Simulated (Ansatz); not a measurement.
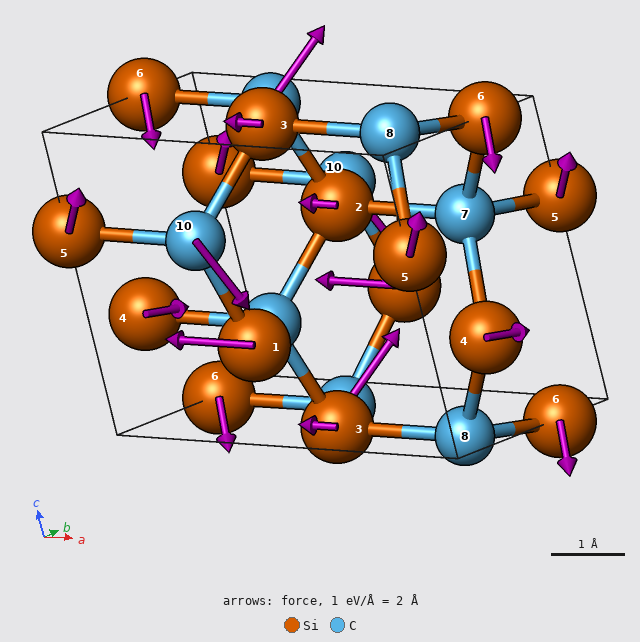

Starting geometry of a defect cell of composition Si$_{6}$C$_{5}$ (cell charge +2) with the computed forces as purple arrows. A ball-and-stick model of the cell of the calculation, seen slightly off an axis.

Level of theory: DFT PBE, scalar-relativistic, plane waves, PAW; settings changed (Ansatz).

The input:
```yaml
crystal:
  lattice:
    - [0.0, 0.0, 5.0742922929]
    - [4.6379047741, -2.6776955698, 0.0]
    - [0.0, 5.3553911397, 0.0]
  atoms:
    - { symbol: Si, position: [0.4758032948, 0.0, 0.3333333333] }
    - { symbol: Si, position: [0.4992793885, 0.6666666667, 0.6666666667] }
    - { symbol: Si, position: [0.4992793885, 0.3333333333, 1.0] }
    - { symbol: Si, position: [1.0069260262, 0.3391768996, 0.3333333333] }
    - { symbol: Si, position: [1.0069260262, 0.0, 0.6725102329] }
    - { symbol: Si, position: [1.0069260262, 0.6608231004, 0.9941564338] }
    - { symbol: C, position: [0.8736289581, 0.6666666667, 0.6666666667] }
    - { symbol: C, position: [0.8736289581, 0.3333333333, 1.0] }
    - { symbol: C, position: [0.3773945467, 0.3370832615, 0.3333333333] }
    - { symbol: C, position: [0.3773945467, 0.0, 0.6704165949] }
    - { symbol: C, position: [0.3773945467, 0.6629167385, 0.9962500718] }
  host:
    lattice:
      - [3.0919365161, 0.0, 0.0]
      - [-1.545968258, 2.6776955698, 0.0]
      - [0.0, 0.0, 5.0742922929]
    atoms:
      - { symbol: Si, position: [0.3333333333, 0.6666666667, 0.4995817072] }
      - { symbol: Si, position: [0.6666666667, 0.3333333333, 0.9995817072] }
      - { symbol: C, position: [0.3333333333, 0.6666666667, 0.8754182928] }
      - { symbol: C, position: [0.6666666667, 0.3333333333, 0.3754182928] }
total_charge: 2
basis:
  ecutwfc: 420
  xc_grid: 2
kpoints:
  mp_grid: { grid: [2, 2, 2], shift: [0.0, 0.0, 0.0] }
hamiltonian:
  xc: pbe
scf:
  occupations: { method: gaussian, width: 0.01 }
  initial_density: { chi_scale: 0.3 }
  mixing: { preconditioner: ldos }
output:
  forces: true
  eigenvalues: true
relax:
  adjacent_minimum: "off"
  f_tol: 0.025
  max_steps: 45
```

Command:
```bash
ansatz run input.yaml --threads 4 --pin off --max-ram 8192MiB --backend cpu --events-out ev --progress --plain --runs-dir out
```

Question: Is this structure relaxed? If not, where do the atoms go?

Answer: It isn't relaxed: the largest force vector, on Si1, is 0.67 eV/Å. The final displacements follow the starting forces only in part (cosine between the two patterns 0.79). The energy falls by 66.3 meV per cell of the calculation in 4 geometry steps. The largest force component goes from 0.67 to 0.006 eV/Å. The largest move is that of Si1, 0.086 Å along −a. Largest moves by element: Si 0.086 Å, C 0.019 Å. The cell doesn't change. Some distances before and after: Si1–C10 1.873 → 1.836 Å, Si4–C7 1.895 → 1.885 Å. Bond angles that change, for instance: C9–Si1–C10 113.2° → 115.4°. The run took 4.1 s on 4 threads of Arm Neoverse N1, on a shared host, peak memory 0.38 GiB.

Limits of the set-up: the periodic images lie only 5.1 Å apart, so the values are limited by the cell's size; the cell is charged, on a uniform background, and energies carry no finite-size correction.
